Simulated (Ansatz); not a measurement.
## What a change does: single-point calculation on TiAl

System: TiAl (2 atoms in the cell).
Method of run 1: DFT PBE, scalar-relativistic, plane waves, PAW, no spin polarisation (Ansatz 0.2.0).

The structure derives from an entry of the Crystallography Open Database. Text and figures count atoms from 1; the logs count them from 0 in places.

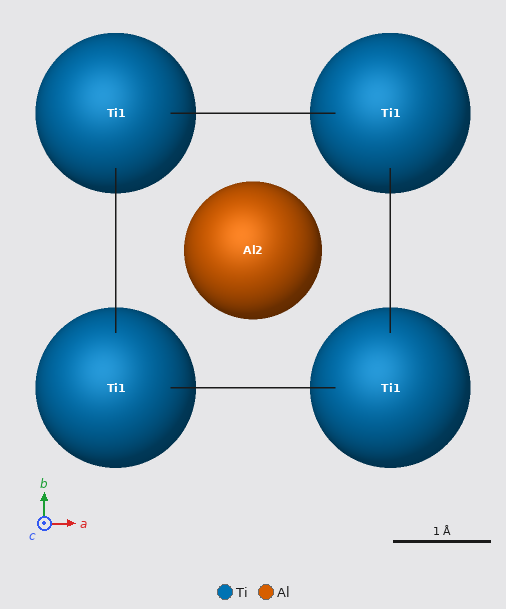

Fig. 1: The input geometry (spheres-only view of the cell of the calculation, along the c axis; atoms are numbered from 1 in the order of the input). An atom can appear more than once, as a periodic image.

## Input, run 1
```yaml
crystal:
  lattice:
    - [2.8373, 0.0, 0.0]
    - [0.0, 2.8373, 0.0]
    - [0.0, 0.0, 4.0591]
  atoms:
    - { symbol: Ti, position: [0.0, 0.0, -0.1478160183] }
    - { symbol: Al, position: [0.5, 0.5, 0.5] }
basis:
  ecutwfc: 420
kpoints:
  mp_grid: { grid: [16, 16, 12] }
hamiltonian:
  xc: pbe
scf:
  occupations: { method: gaussian, width: 0.15 }
output:
  forces: true
  stress: true
  eigenvalues: true
```

Launched with:
```bash
ansatz run input.yaml --threads 1 --pin off --max-ram 2560MiB --backend cpu --events-out ev --progress --plain --runs-dir out
```

Hardware: 1 thread of Intel Xeon (Granite Rapids), 192 GiB of memory available, shared host.

## Output, shortened to warnings, some set-up lines, iterations and results (run 1)
```
Basis set: ecut = 420 eV, 657 PW (Γ), exchange–correlation on 40×40×60 points (8 copies of the dense FFT grid, shifted against one another)
Symmetry: 8 space group operations
k-points: 315 of 3072 (time reversal used)
Initial density: superposition of atomic densities (neutral atoms: chi_scale 0, normalization atom), corrected by the library's trained network
[...]
SCF iter   1: F=—  HF=-3036.838566 eV  |F-HF|=—  |Δ(HF+E_count)|=         —  Δρ=6.60e-3  dr2=7.66e-3  ethr=1.77e-3  ⟨swp⟩=5.0  Hψ=19386  notcnv=0
SCF iter   2: F=—  HF=-3036.837744 eV  |F-HF|=—  |Δ(HF+E_count)|=   8.23e-4  Δρ=3.67e-3  dr2=2.79e-3  ethr=5.11e-5  ⟨swp⟩=1.0  Hψ=6300  notcnv=0
SCF iter   3: F=—  HF=-3036.837707 eV  |F-HF|=—  |Δ(HF+E_count)|=   3.71e-5  Δρ=3.66e-4  dr2=4.08e-5  ethr=1.86e-5  ⟨swp⟩=2.0  Hψ=4836  notcnv=0
SCF iter   4: F=—  HF=-3036.837730 eV  |F-HF|=—  |Δ(HF+E_count)|=   2.36e-5  Δρ=9.75e-5  dr2=5.84e-6  ethr=2.72e-7  ⟨swp⟩=2.5  Hψ=5479  notcnv=0
SCF iter   5: F=-3036.837728 eV  HF=-3036.837728 eV  |F-HF|=2.55e-8  |Δ(HF+E_count)|=   1.86e-6  Δρ=1.59e-5  dr2=8.90e-8  ethr=3.89e-8  ⟨swp⟩=2.0  Hψ=4838  notcnv=0
SCF iter   6: F=-3036.837728 eV  HF=-3036.837728 eV  |F-HF|=7.04e-9  |Δ(HF+E_count)|=   6.30e-9  Δρ=4.99e-6  dr2=1.28e-8  ethr=5.93e-10  ⟨swp⟩=2.3  Hψ=12578  notcnv=0
SCF 1 converged in 6 iterations: F = -3036.837728 eV  dr2 = 1.28e-8
SCF converged after 6 iterations
Free energy (F): -3036.837728 eV
Harris-Foulkes:  -3036.837728 eV  (|F-HF|=7.04e-9)
Internal energy: -3036.817439 eV  (E = F + TS)
E sigma→0 (E₀):  -3036.827584 eV
Entropy (-TS):   -0.020289 eV (-10.144 meV/atom)
Fermi energy:    10.907328 eV
--- Per-component energies (eV) ---
  E_band       = -166.447522
  E_kinetic    = 300.664474
  E_local      = -1127.348377  (includes V_loc(G=0)·N_el)
  E_nonlocal   = 20.616273
  E_hartree    = 484.639794
  E_xc         = -138.761187
  E_vxc        = -152.926335  (∫ρ·V_xc dr)
  E_paw        = -1516.580843  (= ΣΔE_a)
  E_vpaw       = -176.731601  (= ΣTr[D̂ρ^β])
  E_aug_tail   = 0.000120  (compensation charges beyond the density's cutoff)
  E_ewald      = -1060.047693
  E_smearing   = -0.020289  (= −TS)
  E_closure    = 0.000000  (closes the sum)
  Σ components = -3036.837728   (vs F -3036.837728, Δ=0.00e0)
--- Forces (eV/Å), atoms counted from 1 ---
  atom   1  Ti     0.00000000     0.00000000     4.12710831
  atom   2  Al     0.00000000     0.00000000    -4.12717899
  max |Σ_I F_I| component: 7.07e-5 eV/Å
--- Stress (GPa, compression-positive) ---
       16.617004       0.000000      -0.000000
        0.000000      16.617004       0.000000
       -0.000000       0.000000      12.069813
  P = ⅓ Tr σ = 15.1013 GPa (151.013 kbar)
```

The input of run 2 differs as follows (lines with − go, lines with + come):
```diff
-    - { symbol: Ti, position: [0.0, 0.0, -0.1478160183] }
+    - { symbol: Ti, position: [-0.1495309163, -0.1495309163, -0.0739080092] }
```

Predict how the results change.

With the same functional and potentials, run 2 lies 78.3 meV per atom higher. The pressure goes from 15.10 to 13.04 GPa. The largest force goes from 4.127 to 4.942 eV/Å. The number of SCF iterations is the same. The irreducible k-points go from 315 to 826. On the same kind of shared host run 2 took about 2.4 times as long.

## Output, shortened to warnings, some set-up lines, iterations and results (run 2)
```
Basis set: ecut = 420 eV, 657 PW (Γ), exchange–correlation on 40×40×60 points (8 copies of the dense FFT grid, shifted against one another)
Symmetry: 2 space group operations
k-points: 826 of 3072 (time reversal used)
Initial density: superposition of atomic densities (neutral atoms: chi_scale 0, normalization atom), corrected by the library's trained network
[...]
SCF iter   1: F=—  HF=-3036.681796 eV  |F-HF|=—  |Δ(HF+E_count)|=         —  Δρ=4.07e-3  dr2=5.44e-3  ethr=1.77e-3  ⟨swp⟩=5.0  Hψ=51024  notcnv=0
SCF iter   2: F=—  HF=-3036.681390 eV  |F-HF|=—  |Δ(HF+E_count)|=   4.06e-4  Δρ=2.43e-3  dr2=2.20e-3  ethr=3.63e-5  ⟨swp⟩=1.0  Hψ=16520  notcnv=0
SCF iter   3: F=—  HF=-3036.681118 eV  |F-HF|=—  |Δ(HF+E_count)|=   2.71e-4  Δρ=3.92e-4  dr2=8.77e-5  ethr=1.47e-5  ⟨swp⟩=2.0  Hψ=12559  notcnv=0
SCF iter   4: F=—  HF=-3036.681122 eV  |F-HF|=—  |Δ(HF+E_count)|=   3.20e-6  Δρ=1.02e-4  dr2=5.52e-6  ethr=5.85e-7  ⟨swp⟩=2.2  Hψ=14165  notcnv=0
SCF iter   5: F=—  HF=-3036.681121 eV  |F-HF|=—  |Δ(HF+E_count)|=   9.24e-7  Δρ=2.57e-5  dr2=1.61e-7  ethr=3.68e-8  ⟨swp⟩=2.2  Hψ=12818  notcnv=0
SCF iter   6: F=-3036.681121 eV  HF=-3036.681121 eV  |F-HF|=8.41e-9  |Δ(HF+E_count)|=   2.59e-8  Δρ=5.67e-6  dr2=1.55e-8  ethr=6.67e-10  ⟨swp⟩=4.1  Hψ=28368  notcnv=0
SCF 1 converged in 6 iterations: F = -3036.681121 eV  dr2 = 1.55e-8
SCF converged after 6 iterations
Free energy (F): -3036.681121 eV
Harris-Foulkes:  -3036.681121 eV  (|F-HF|=8.41e-9)
Internal energy: -3036.658035 eV  (E = F + TS)
E sigma→0 (E₀):  -3036.669578 eV
Entropy (-TS):   -0.023086 eV (-11.543 meV/atom)
Fermi energy:    10.727955 eV
--- Per-component energies (eV) ---
  E_band       = -166.149017
  E_kinetic    = 299.289058
  E_local      = -1104.496781  (includes V_loc(G=0)·N_el)
  E_nonlocal   = 20.806120
  E_hartree    = 473.541174
  E_xc         = -138.246503
  E_vxc        = -152.242159  (∫ρ·V_xc dr)
  E_paw        = -1516.488218  (= ΣΔE_a)
  E_vpaw       = -176.587233  (= ΣTr[D̂ρ^β])
  E_aug_tail   = 0.000120  (compensation charges beyond the density's cutoff)
  E_ewald      = -1071.063004
  E_smearing   = -0.023086  (= −TS)
  E_closure    = 0.000000  (closes the sum)
  Σ components = -3036.681121   (vs F -3036.681121, Δ=0.00e0)
--- Forces (eV/Å), atoms counted from 1 ---
  atom   1  Ti     2.58164590     2.58164590     3.33121597
  atom   2  Al    -2.58163379    -2.58163379    -3.33129395
  max |Σ_I F_I| component: 7.80e-5 eV/Å
--- Stress (GPa, compression-positive) ---
        6.974718       6.862516      12.221412
        6.862516       6.974718      12.221412
       12.221406      12.221406      25.180473
  P = ⅓ Tr σ = 13.0433 GPa (130.433 kbar)
```

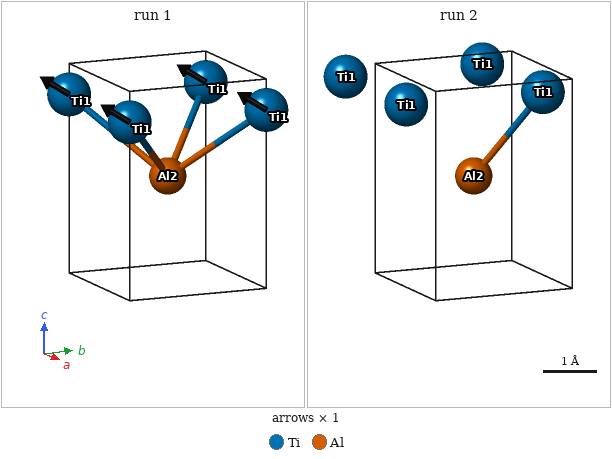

Fig. 2: The two input geometries at one scale (ball-and-stick view of the cell of the calculation, seen slightly off an axis). The black arrows on the first give the shifts of the atoms relative to the cell, at true length. The largest move is that of Ti1, 0.67 Å. Al stays in place. The cell stays as it was. Among the contacts that change: Ti1–Al2 2.463 → 3.128 Å.

## The two runs side by side

| quantity | run 1 | run 2 |
| --- | --- | --- |
| outcome | converged | converged |
| free energy per atom (eV) | −1518.4189 | −1518.3406 |
| energy per atom, smearing taken to zero (eV) | −1518.4138 | −1518.3348 |
| gap on the mesh (eV) | 0.00 | 0.00 |
| pressure (GPa) | 15.10 | 13.04 |
| largest force (eV/Å) | 4.127 | 4.942 |
| SCF iterations | 6 | 6 |
| irreducible k-points | 315 | 826 |
| plane waves at Γ | 657 | 657 |
| wall time (shared host) | 4.7 s | 11 s |

For run 1: The cell is under a pressure of 15.1 GPa at this level, so it is not at its equilibrium volume.
